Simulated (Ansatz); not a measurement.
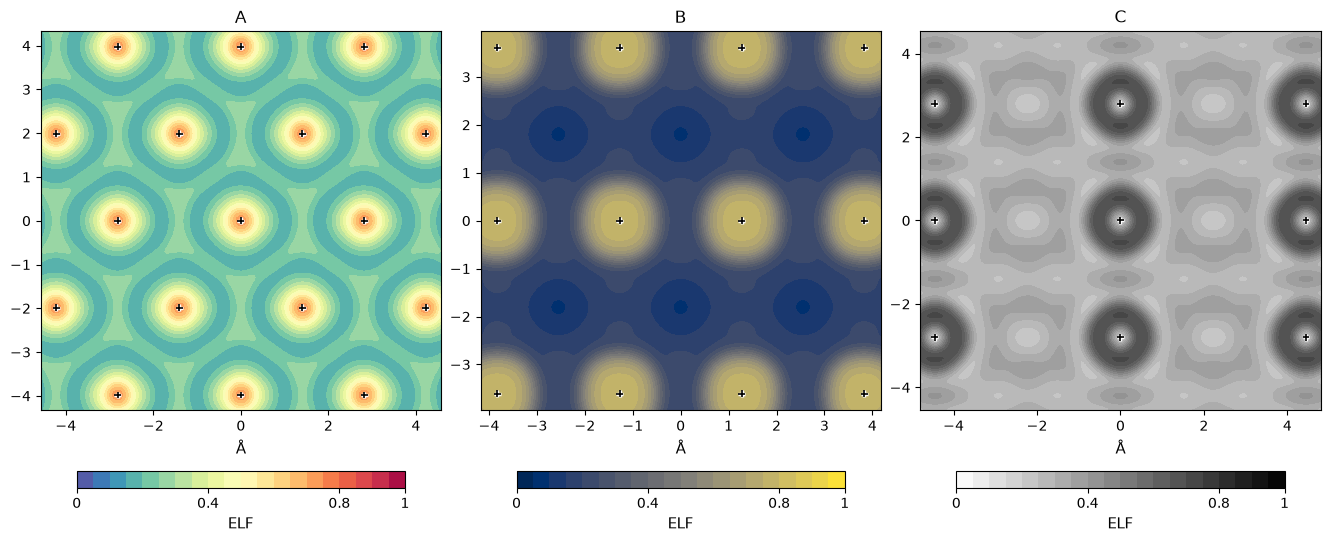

The electron localisation function of 3 systems, each on a plane through atoms (crosses mark nuclei in the plane).

The calculation used Ansatz, DFT, revPBE, plane waves (420 eV) with PAW, scalar-relativistic.

System 1: Os, the (100) plane of the conventional cell. Space group P6/mmm; set up as Os, omega (AlB2-type); a generated structure, not necessarily the stable one; changed on purpose from its base cell (volume × 1.08); computed pressure about −23 GPa in this cell; computed without spin polarisation.

```
Os
1.0
     4.44677    0.00000    0.00000
    -2.22339    3.85102    0.00000
     0.00000    0.00000    2.79976
Os
3
Direct
  0.00000 0.00000 0.00000
  0.33333 0.66667 0.50000
  0.66667 0.33333 0.50000
```

System 2: Rh, the (110) plane of the conventional cell. Space group Pm-3m; set up as Rh, simple cubic; a generated structure, not necessarily the stable one; changed on purpose from its base cell (volume × 1.0); computed without spin polarisation.

```xyz
1
Lattice="2.5509 0.0000 0.0000 0.0000 2.5509 0.0000 0.0000 0.0000 2.5509" Properties=species:S:1:pos:R:3 pbc="T T T"
Rh    0.0000    0.0000    0.0000
```

System 3: Ni, the (011̄) plane of the conventional cell. Space group Im-3m; set up as Ni, bcc; a generated structure, not necessarily the stable one; computed without spin polarisation.

### Which map belongs to which system?

Panel A is system 3, Ni: the plane holds Ni. Ni–Ni (2.44 Å): the ELF is about 0.25 at the midpoint; no shared electron pair shows on this line. Panel B is system 2, Rh: the plane holds Rh. Rh–Rh (2.55 Å): the ELF is about 0.25 at the midpoint (no localised pair shows between them). Panel C is system 1, Os: the plane holds Os. Os–Os (2.80 Å): the ELF is about 0.40 at the midpoint.
